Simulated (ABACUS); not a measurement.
## Single-point calculation at one volume of an equation of state of ZrSe₂ (part 2 of 2)

ZrSe₂ (P-3m1, 3 atoms in the cell); Kohn-Sham DFT of a periodic cell, PBE, PseudoDojo NC SR 0.4.1 PBE standard, no spin polarisation (ABACUS 3.10.1); cutoff 1360.57 eV, 8×8×5 k-mesh, fermi-dirac of 0.05 eV. The structure derives from an entry of the Crystallography Open Database. It belongs to a series of runs on one base structure; here: volume scaled by 0.98.

Geometry of the input (Å; fractional positions):
```
3.7725  0.0000  0.0000
-1.8863  3.2671  0.0000
0.0000  0.0000  6.1504
Zr 0.0000  0.0000  0.0000
Se 0.6667  0.3333  0.7500
Se 0.3333  0.6667  0.2500
```

## What the program printed, continued
```
 LCAO ALGORITHM --------------- ION=   1  ELEC=   3--------------------------------

 Density error is 0.014795946824
----------------------------------------------------------
     Energy           Rydberg                 eV
----------------------------------------------------------
 E_KohnSham     -586.4589910568      -7979.1839217040
 E_Harris       -586.1966282264      -7975.6142922663
 E_Fermi        0.7054305316         9.5978747734
----------------------------------------------------------

 LCAO ALGORITHM --------------- ION=   1  ELEC=   4--------------------------------

 Density error is 0.00231893356124
----------------------------------------------------------
     Energy           Rydberg                 eV
----------------------------------------------------------
 E_KohnSham     -586.4641273491      -7979.2538045449
 E_Harris       -586.4377925835      -7978.8955016783
 E_Fermi        0.7042470413         9.5817725616
----------------------------------------------------------

 LCAO ALGORITHM --------------- ION=   1  ELEC=   5--------------------------------

 Density error is 0.000240229643517
----------------------------------------------------------
     Energy           Rydberg                 eV
----------------------------------------------------------
 E_KohnSham     -586.4642389243      -7979.2553226042
 E_Harris       -586.4642229836      -7979.2551057200
 E_Fermi        0.7051356804         9.5938631166
----------------------------------------------------------

 LCAO ALGORITHM --------------- ION=   1  ELEC=   6--------------------------------

 Density error is 5.04463596155e-05
----------------------------------------------------------
     Energy           Rydberg                 eV
----------------------------------------------------------
 E_KohnSham     -586.4642393327      -7979.2553281602
 E_Harris       -586.4617193183      -7979.2210416060
 E_Fermi        0.7051996928         9.5947340501
----------------------------------------------------------

 LCAO ALGORITHM --------------- ION=   1  ELEC=   7--------------------------------

 Density error is 1.64259780829e-05
----------------------------------------------------------
     Energy           Rydberg                 eV
----------------------------------------------------------
 E_KohnSham     -586.4642393456      -7979.2553283365
 E_Harris       -586.4636068076      -7979.2467222150
 E_Fermi        0.7052132814         9.5949189317
----------------------------------------------------------

 LCAO ALGORITHM --------------- ION=   1  ELEC=   8--------------------------------

 Density error is 9.85235688633e-07
----------------------------------------------------------
     Energy           Rydberg                 eV
----------------------------------------------------------
 E_KohnSham     -586.4642393486      -7979.2553283769
 E_Harris       -586.4642094318      -7979.2549213384
 E_Fermi        0.7052184359         9.5949890626
----------------------------------------------------------

 LCAO ALGORITHM --------------- ION=   1  ELEC=   9--------------------------------

 Density error is 2.6038489527e-07
----------------------------------------------------------
     Energy           Rydberg                 eV
----------------------------------------------------------
 E_KohnSham     -586.4642393486      -7979.2553283763
 E_Harris       -586.4642363759      -7979.2552879306
 E_Fermi        0.7052188834         9.5949951509
----------------------------------------------------------

 LCAO ALGORITHM --------------- ION=   1  ELEC=  10--------------------------------

 Density error is 4.25032669011e-08
----------------------------------------------------------
     Energy           Rydberg                 eV
----------------------------------------------------------
 E_KohnSham     -586.4642393487      -7979.2553283776
 E_KS(sigma->0) -586.4642230502      -7979.2551066256
 E_Harris       -586.4642395913      -7979.2553316786
 E_band         -63.9297200723       -869.8084645286
 E_one_elec     -319.9657403965      -4353.3572341816
 E_Hartree      170.3704350465       2318.0086873719
 E_xc           -116.9650369018      -1591.3909686445
 E_Ewald        -319.9038645000      -4352.5153694193
 E_entropy(-TS) -0.0000325969        -0.0004435040
 E_descf        0.0000000000         0.0000000000
 E_exx          0.0000000000         0.0000000000
 E_Fermi        0.7052188382         9.5949945367
----------------------------------------------------------

 charge density convergence is achieved
 final etot is -7979.2553284 eV
 EFERMI = 9.5949945367 eV

 STATE ENERGY(eV) AND OCCUPATIONS    NSPIN == 1
 1/40 kpoint (Cartesian) = 0.0000 0.0000 0.0000 (2151 pws)
       1       -40.0670     0.00625000
       2       -37.5700     0.00625000
       3       -37.5700     0.00625000
       4       -37.5700     0.00625000
       5       -37.5700     0.00625000
       6       -37.5574     0.00625000
       7       -37.5574     0.00625000
       8       -37.5570     0.00625000
       9       -37.5570     0.00625000
      10       -37.5538     0.00625000
      11       -37.5536     0.00625000
      12       -18.1314     0.00625000
      13       -18.0141     0.00625000
      14       -18.0141     0.00625000
      15       -3.92460     0.00625000
      16       -2.60732     0.00625000
      17        4.64088     0.00625000
      18        6.59092     0.00625000
      19        6.59092     0.00625000
      20        9.34990     0.00620389
      21        9.34990     0.00620389
      22        9.41574     0.00608133
      23        10.4536    2.17906e-10
      24        10.4536    2.17906e-10
      25        10.9986    4.01813e-15
      26        13.8536    6.39865e-40
      27        13.8536    6.39865e-40

 2/40 kpoint (Cartesian) = -0.033134 0.019130 0.0000 (2161 pws)
       1       -40.0655      0.0375000
       2       -37.5701      0.0375000
       3       -37.5700      0.0375000
       4       -37.5699      0.0375000
       5       -37.5695      0.0375000
       6       -37.5574      0.0375000
       7       -37.5573      0.0375000
       8       -37.5570      0.0375000
       9       -37.5570      0.0375000
      10       -37.5537      0.0375000
      11       -37.5536      0.0375000
      12       -18.1250      0.0375000
      13       -18.0444      0.0375000
      14       -18.0205      0.0375000
      15       -3.77907      0.0375000
      16       -2.62921      0.0375000
      17        4.85637      0.0375000
      18        6.38878      0.0375000
      19        6.67495      0.0375000
      20        8.21253      0.0375000
      21        8.84076      0.0375000
      22        9.37542      0.0370413
      23        10.5281    2.94437e-10
      24        10.9877    3.00101e-14
      25        11.2539    1.46319e-16
      26        13.4202    2.23308e-35
      27        13.8054    1.00756e-38

 3/40 kpoint (Cartesian) = -0.066269 0.038260 0.0000 (2164 pws)
       1       -40.0618      0.0375000
       2       -37.5700      0.0375000
       3       -37.5700      0.0375000
       4       -37.5696      0.0375000
       5       -37.5683      0.0375000
       6       -37.5574      0.0375000
       7       -37.5572      0.0375000
       8       -37.5570      0.0375000
       9       -37.5568      0.0375000
      10       -37.5536      0.0375000
      11       -37.5534      0.0375000
      12       -18.1189      0.0375000
      13       -18.1061      0.0375000
      14       -18.0361      0.0375000
      15       -3.40665      0.0375000
      16       -2.67211      0.0375000
      17        5.41287      0.0375000
      18        6.10401      0.0375000
      19        6.63048      0.0375000
      20        6.83021      0.0375000
      21        8.26252      0.0375000
      22        8.77296      0.0375000
      23        10.2822    4.02502e-08
      24        11.5567    3.42849e-19
      25        11.7464    7.71935e-21
      26        13.7343    4.17611e-38
      27        13.9787    3.14617e-40

 4/40 kpoint (Cartesian) = -0.099403 0.057391 0.0000 (2162 pws)
       1       -40.0581      0.0375000
       2       -37.5701      0.0375000
       3       -37.5700      0.0375000
       4       -37.5695      0.0375000
       5       -37.5672      0.0375000
       6       -37.5573      0.0375000
       7       -37.5571      0.0375000
       8       -37.5571      0.0375000
       9       -37.5567      0.0375000
      10       -37.5534      0.0375000
      11       -37.5533      0.0375000
      12       -18.1881      0.0375000
      13       -18.0905      0.0375000
      14       -18.0517      0.0375000
      15       -3.02196      0.0375000
      16       -2.67750      0.0375000
      17        5.16040      0.0375000
      18        6.11422      0.0375000
      19        6.40862      0.0375000
      20        6.86120      0.0375000
      21        7.78957      0.0375000
      22        8.03294      0.0375000
      23        10.0588    3.51190e-06
      24        11.8462    1.04797e-21
      25        12.2134    6.77559e-25
      26        14.2367    1.80721e-42
      27        14.3972    7.28915e-44

 5/40 kpoint (Cartesian) = 0.13254 0.22956 0.0000 (2208 pws)
       1       -40.0566      0.0187500
       2       -37.5701      0.0187500
       3       -37.5700      0.0187500
       4       -37.5694      0.0187500
       5       -37.5667      0.0187500
       6       -37.5573      0.0187500
       7       -37.5572      0.0187500
       8       -37.5571      0.0187500
       9       -37.5567      0.0187500
      10       -37.5533      0.0187500
      11       -37.5532      0.0187500
      12       -18.2168      0.0187500
      13       -18.0833      0.0187500
      14       -18.0581      0.0187500
      15       -2.90839      0.0187500
      16       -2.61386      0.0187500
      17        4.70205      0.0187500
      18        6.40840      0.0187500
      19        6.66773      0.0187500
      20        6.82664      0.0187500
      21        7.22662      0.0187500
      22        8.01179      0.0187500
      23        9.97278    9.80232e-06
      24        11.9657    4.80507e-23
      25        12.3282    3.41044e-26
      26        14.3824    4.89995e-44
      27        14.6002    6.29050e-46

 6/40 kpoint (Cartesian) = -0.033134 0.057391 0.0000 (2158 pws)
       1       -40.0629      0.0375000
       2       -37.5701      0.0375000
       3       -37.5699      0.0375000
       4       -37.5698      0.0375000
       5       -37.5687      0.0375000
       6       -37.5574      0.0375000
       7       -37.5573      0.0375000
       8       -37.5570      0.0375000
       9       -37.5569      0.0375000
      10       -37.5536      0.0375000
      11       -37.5535      0.0375000
      12       -18.1135      0.0375000
      13       -18.0921      0.0375000
      14       -18.0349      0.0375000
      15       -3.51858      0.0375000
      16       -2.66158      0.0375000
      17        5.25744      0.0375000
      18        6.17950      0.0375000
      19        6.68669      0.0375000
      20        7.24361      0.0375000
      21        8.05661      0.0375000
      22        9.06982      0.0374990
      23        10.6703    1.71283e-11
      24        11.2010    4.20888e-16
      25        11.7215    1.26971e-20
      26        13.4046    3.05112e-35
      27        13.8187    7.71479e-39

[... levels at 34 further k points ...]

 correction force for each atom along direction 1 is -1.48284e-14
 correction force for each atom along direction 2 is -4.50219e-15
 correction force for each atom along direction 3 is 3.65298e-14
------------------------------------------------------------------------------------------
 TOTAL-FORCE (eV/Angstrom)
------------------------------------------------------------------------------------------
                       Zr1         0.0000000000         0.0000000000         0.0000000000
                       Se1         0.0000000000         0.0000000000        -0.6381964208
                       Se2         0.0000000000         0.0000000000         0.6381964208
------------------------------------------------------------------------------------------

----------------------------------------------------------------
 TOTAL-STRESS (KBAR)
----------------------------------------------------------------
        37.7671320586        -0.0000000006         0.0000000000
        -0.0000000006        37.7671320594         0.0000000000
         0.0000000000         0.0000000000        53.7973715783
----------------------------------------------------------------
 TOTAL-PRESSURE: 43.110545 KBAR

 --------------------------------------------
 !FINAL_ETOT_IS -7979.2553283776314856 eV
 --------------------------------------------
```

## Standard output
```
ABACUS v3.10.1

               Atomic-orbital Based Ab-initio Computation at UStc

96

%%%%%%%%%%%%%%%%%%%%%%%%%%%%%%%%%%%%%%%%%%%%%%%%%%%%%%%%%%%%%%%%%%%%%%%%%%%%%%%%%%%%%%%%%%%%%%%%%%%%%%%%%
 Warning: the number of valence electrons in pseudopotential > 4 for Zr: [Kr] 4d2 5s2
 Warning: the number of valence electrons in pseudopotential > 6 for Se: [Ar] 3d10 4s2 4p4
 Pseudopotentials with additional electrons can yield (more) accurate outcomes, but may be less efficient.
 If you're confident that your chosen pseudopotential is appropriate, you can safely ignore this warning.
%%%%%%%%%%%%%%%%%%%%%%%%%%%%%%%%%%%%%%%%%%%%%%%%%%%%%%%%%%%%%%%%%%%%%%%%%%%%%%%%%%%%%%%%%%%%%%%%%%%%%%%%%

 UNIFORM GRID DIM        : 45 * 45 * 75
 UNIFORM GRID DIM(BIG)   : 9 * 9 * 15
 ---------------------------------------------------------
 Self-consistent calculations for electrons
 ---------------------------------------------------------
 SPIN    KPOINTS         PROCESSORS  THREADS     NBASE
 1       40              4           4           62
 ---------------------------------------------------------
 Use Systematically Improvable Atomic bases
 ---------------------------------------------------------
 ELEMENT ORBITALS        NBASE       NATOM       XC
 Zr      3s2p2d1f-8au    26          1
 Se      2s2p2d-7au      18          2
 ---------------------------------------------------------
 Initial plane wave basis and FFT box
 ---------------------------------------------------------
 -------------------------------------------
 SELF-CONSISTENT :
 -------------------------------------------
 START CHARGE      : atomic
 ITER       ETOT/eV          EDIFF/eV         DRHO     TIME/s
 GE1     -7.97887013e+03   0.00000000e+00   4.3956e-02   0.50
 GE2     -7.97893247e+03  -6.23414622e-02   2.2362e-02   0.51
 GE3     -7.97918392e+03  -2.51449446e-01   1.4796e-02   0.53
 GE4     -7.97925380e+03  -6.98828409e-02   2.3189e-03   0.47
 GE5     -7.97925532e+03  -1.51805930e-03   2.4023e-04   0.49
 GE6     -7.97925533e+03  -5.55607922e-06   5.0446e-05   0.46
 GE7     -7.97925533e+03  -1.76253488e-07   1.6426e-05   0.48
 GE8     -7.97925533e+03  -4.04021229e-08   9.8524e-07   0.46
 GE9     -7.97925533e+03   6.31089822e-10   2.6038e-07   0.47
 GE10    -7.97925533e+03  -1.37354844e-09   4.2503e-08   0.46
----------------------------------------------------------------
 TOTAL-STRESS (KBAR)
----------------------------------------------------------------
        37.7671320586        -0.0000000006         0.0000000000
        -0.0000000006        37.7671320594         0.0000000000
         0.0000000000         0.0000000000        53.7973715783
----------------------------------------------------------------
 TOTAL-PRESSURE: 43.110545 KBAR
```

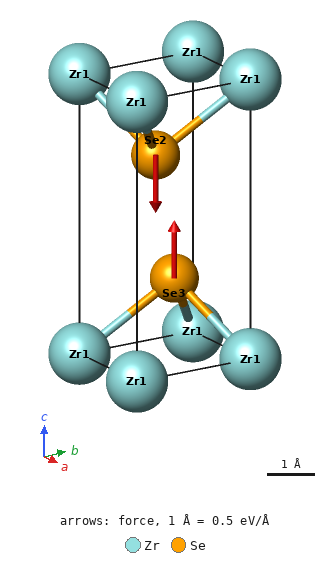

Figure 1. Forces on the atoms as red arrows (ball-and-stick view of the cell of the calculation, seen slightly off an axis; atoms are numbered from 1 in the order of the input). The largest act on Se2, Se3 (0.64 eV/Å). The geometry is not a stationary point of this energy.

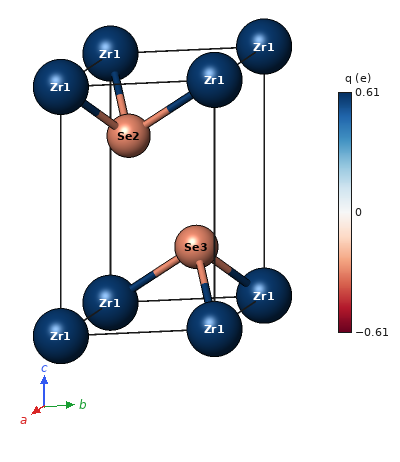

Figure 2. Mulliken charges, as the colour of each atom (ball-and-stick view of the cell of the calculation, seen slightly off an axis; atoms are numbered from 1 in the order of the input). By element: Zr +0.58 and Se −0.29 e.
